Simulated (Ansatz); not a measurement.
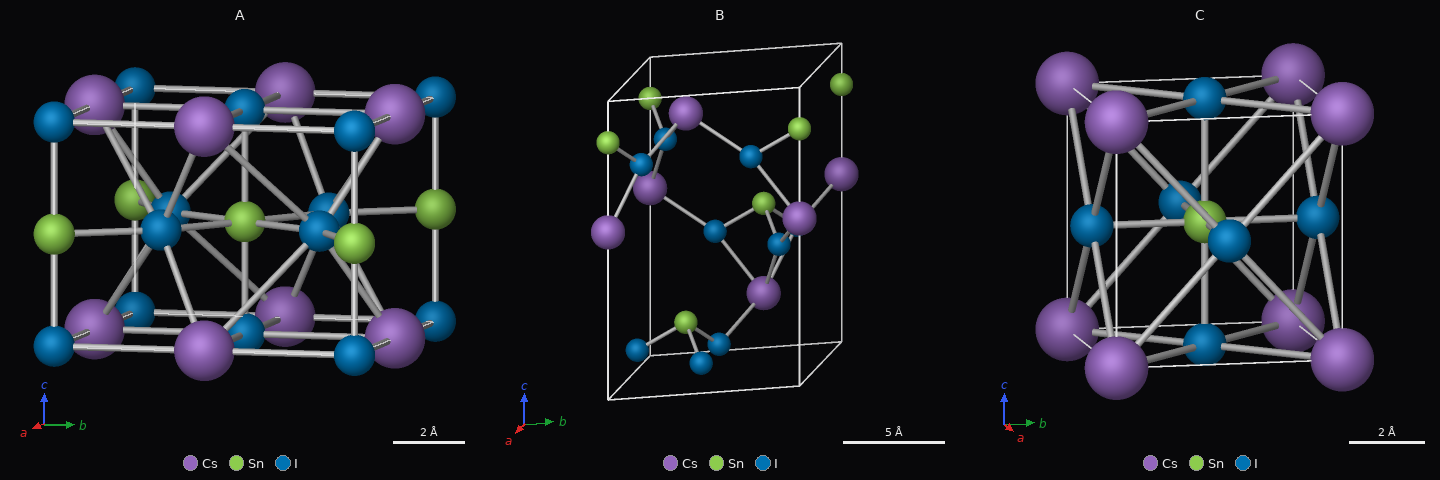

Three structures of CsSnI3, each relaxed to rest (conventional cells in solid outline, small ones repeated, each panel with its own scale). Method: Ansatz, DFT PBE, scalar-relativistic, plane waves, PAW, without spin polarisation.

**Name the structure in each panel.**

A: 10 atoms a cell on a primitive tetragonal lattice, P4/mbm; B: 15 atoms a cell on a rhombohedral (trigonal R) lattice, R3m; C: 5 atoms a cell on a primitive tetragonal lattice, P4/mmm.

**Which of these is lowest in energy, and how far above it do the others lie?**

A, then C (+26 meV/atom) and B (+65 meV/atom), energies at zero smearing.

**Collect the results in a table.**

| panel | structure | E − E(lowest) (meV/atom) | volume (Å³/atom) | gap (eV) |
| --- | --- | --- | --- | --- |
| A | P4/mbm | 0 | 48.9 | 0.62 |
| C | P4/mmm | 26 | 51.6 | 0.31 |
| B | R3m | 65 | 88.1 | 3.35 |

Some of these may be structure types tried for this composition rather than known phases, and the most stable form need not be among them. Gaps are taken on the k-mesh or band path of each run.
